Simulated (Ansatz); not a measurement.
```yaml
crystal:
  lattice:
    - [3.92693, 0.00000, 0.00000]
    - [0.00000, 3.92693, 0.00000]
    - [0.00000, 0.00000, 3.92693]
  atoms:
    - { symbol: Zn, position: [0.00000, 0.00000, 0.00000] }
    - { symbol: Zn, position: [0.50000, 0.50000, 0.00000] }
    - { symbol: Zn, position: [0.50000, 0.00000, 0.50000] }
    - { symbol: Zn, position: [0.00000, 0.50000, 0.50000] }
```

Space group Fm-3m; a structure from a database of computed crystals, not necessarily the ambient phase.

Method: DFT PBE, scalar-relativistic, plane waves, PAW in Ansatz.

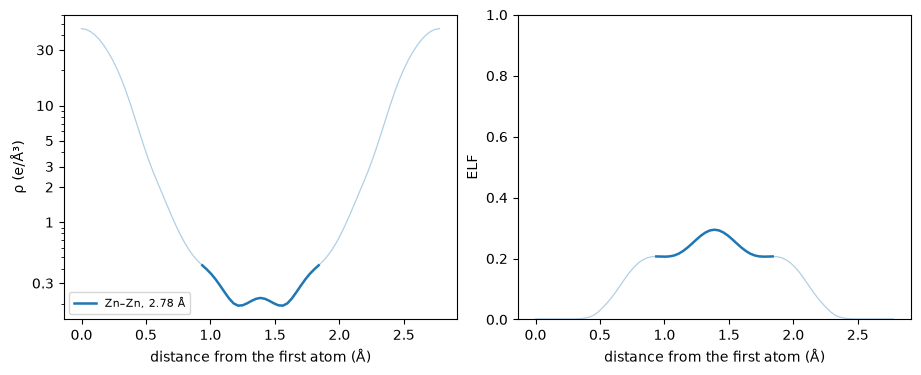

Zn. Valence pseudo-density and ELF along straight lines between neighbouring atoms. Thin, pale parts lie inside the atomic spheres.

In a PAW calculation such maps are meaningful between the atoms, not at the nuclei.

What can be read from the curves?

Zn–Zn (2.78 Å): ρ is about 0.22 e/Å³ halfway, with its minimum of 0.19 e/Å³ about 1.6 Å from Zn; the ELF is about 0.30 at the midpoint; no localised pair shows between them.
